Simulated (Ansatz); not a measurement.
```xyz
2
Lattice="2.8373 0.0000 0.0000 0.0000 2.8373 0.0000 0.0000 0.0000 4.0591" Properties=species:S:1:pos:R:3 pbc="T T T"
Ti    0.0000    0.0000    0.0000
Al    1.4186    1.4186    2.0295
```

Space group P4/mmm.

The calculation used DFT PBE, scalar-relativistic, plane waves, PAW in Ansatz.

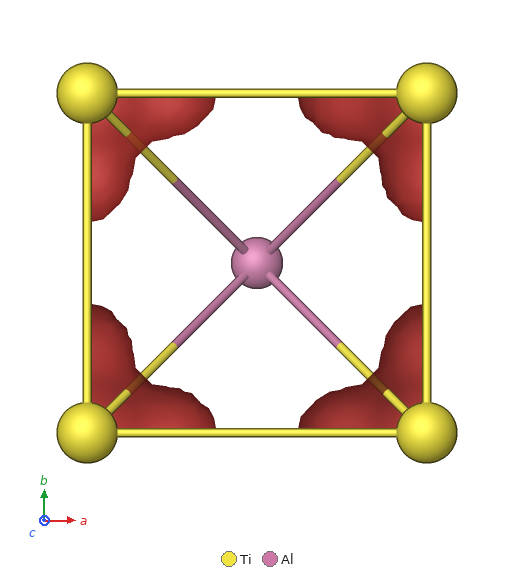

TiAl. Density of the Kohn–Sham states from −0.25 to +0.25 eV about the Fermi level (the states at the Fermi level), scaled to one electron a cell: red surface at 0.08 1/Å³, in the conventional cell seen along the c axis.

Core electrons are frozen (PAW), so the fields are smoothed inside the atomic spheres.

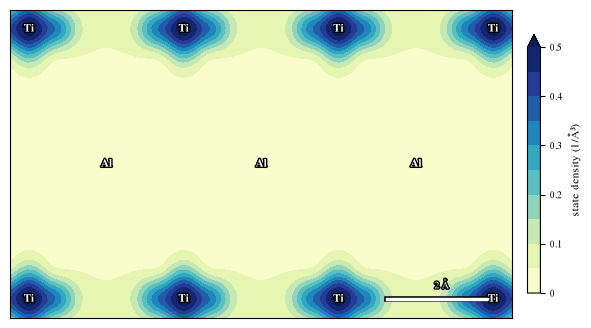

The same field as a map on the (011) plane of the conventional cell.

> Describe these states.

Projected on a minimal set of atomic orbitals (Löwdin), they are Ti 3d (85 %) and Al 3p (10 %). In space (atomic cells sized by Bader volumes) the density divides as Ti about 75 % and Al about 25 %.

The run took 3 s on 1 thread of Arm Neoverse V1, on a shared host, peak memory 0.33 GiB.
